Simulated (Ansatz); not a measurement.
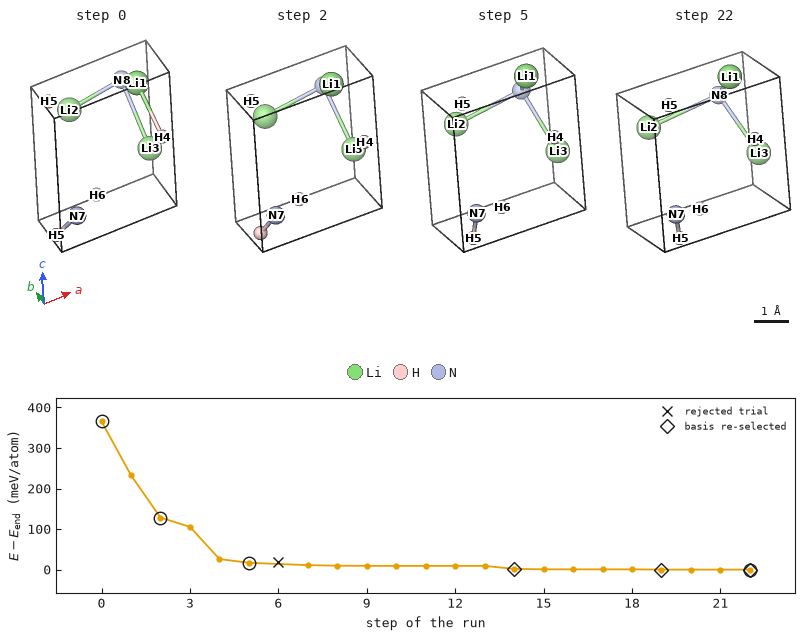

Frames of a relaxation of a crystal of Li$_{3}$H$_{3}$N$_{2}$ (built on the V3Cr3Si2-155 type type), marked on the history of the run. Style: ball-and-stick. Shown: the cell of the calculation, slightly off an axis.

Case: shaken.

Level of theory: DFT, PBEsol, plane waves, PAW in Ansatz 0.2.0. (plane-wave cutoff 420 eV; k-point mesh 6 × 6 × 6; occupations fermi dirac; smearing width 0.05 eV; no spin polarisation; cell and atoms relaxed; force threshold 0.01 eV/Å; at most 120 steps)

Q: Describe the path.

A: Over 18 accepted moves (22 points after the start) the energy falls by 366 meV per atom. The largest force component goes from 5 to 0.006 eV/Å. Pressure: 9.92 GPa at the start and −0.01 GPa at the end. The line search rejected the trial step at point 6 of the run. At 3 points the geometry stayed and the basis and grid were re-selected for the new cell (energy shift of 7.4 meV per atom at most each time). The atom that moves furthest relative to the cell is H5 (0.79 Å along [3 −1 −1]). By element the largest moves are H 0.79 Å, Li 0.48 Å, N 0.42 Å. The volume changes by +13.0 %, with a 3.999 → 4.116 Å (+2.9 %), b 3.924 → 3.998 Å (+1.9 %), c 3.964 → 3.944 Å (−0.5 %), α 71.4° → 76.4°, β 71.1° → 76.3°, γ 71.6° → 84.5°. Some distances before and after: H6–N7 1.315 → 2.074 Å, Li1–H5 1.535 → 2.184 Å, H4–N7 1.385 → 2.020 Å, Li1–Li2 2.167 → 2.661 Å. Bonds break, among them: H6–N7 (1.32 → 2.07 Å), Li1–H5 (1.54 → 2.18 Å). Among the angles between lasting bonds that change: Li2–H4–Li3 117.4° → 81.9°, N8–Li1–N8 157.5° → 130.4°, Li2–N7–Li3 99.9° → 78.0°. The space group stays P1 (No. 1). Cost: 84 s on 4 threads of Arm Neoverse V1, with other jobs on the host, peak memory 0.49 GiB. From step 0 to 2: Li1 moves most (0.23 Å), volume +6.1 %, energy −237 meV per atom. From step 2 to 5: H atoms move most (0.41 Å), volume +4.2 %, energy −112 meV per atom. From step 5 to 22: H5 moves most (0.25 Å), volume +2.2 %, energy −16.8 meV per atom.

```tsv
step	E − E(0), meV/atom	largest force component, eV/Å	pressure, GPa	volume, Å³/atom	note
0	0.00	5.0453	9.92	6.775	
1	-132.74	2.7750	4.12	6.889	
2	-237.13	1.3102	1.08	7.186	
3	-260.04	5.1007	7.44	7.413	
4	-339.43	1.3045	1.44	7.553	
5	-348.72	0.9845	1.77	7.488	
6	-347.14	1.4704	-1.24	7.538	rejected
7	-354.47	0.1092	0.01	7.531	
8	-355.81	0.0774	-0.25	7.541	
9	-356.20	0.0346	-0.02	7.512	
10	-356.31	0.0218	0.03	7.519	
11	-356.32	0.0070	-0.01	7.517	
12	-356.33	0.0106	0.01	7.517	
13	-356.33	0.0019	0.00	7.518	
14	-363.71	0.0344	1.03	7.518	same geometry, new basis
15	-364.79	0.0347	0.03	7.648	
16	-364.86	0.0174	-0.04	7.658	
17	-364.90	0.0131	0.03	7.647	
18	-364.89	0.0037	0.01	7.651	
19	-365.48	0.0037	0.05	7.651	same geometry, new basis
20	-365.50	0.0040	-0.01	7.656	
21	-365.50	0.0060	-0.01	7.656	
22	-365.53	0.0060	-0.01	7.656	same geometry, new basis
```
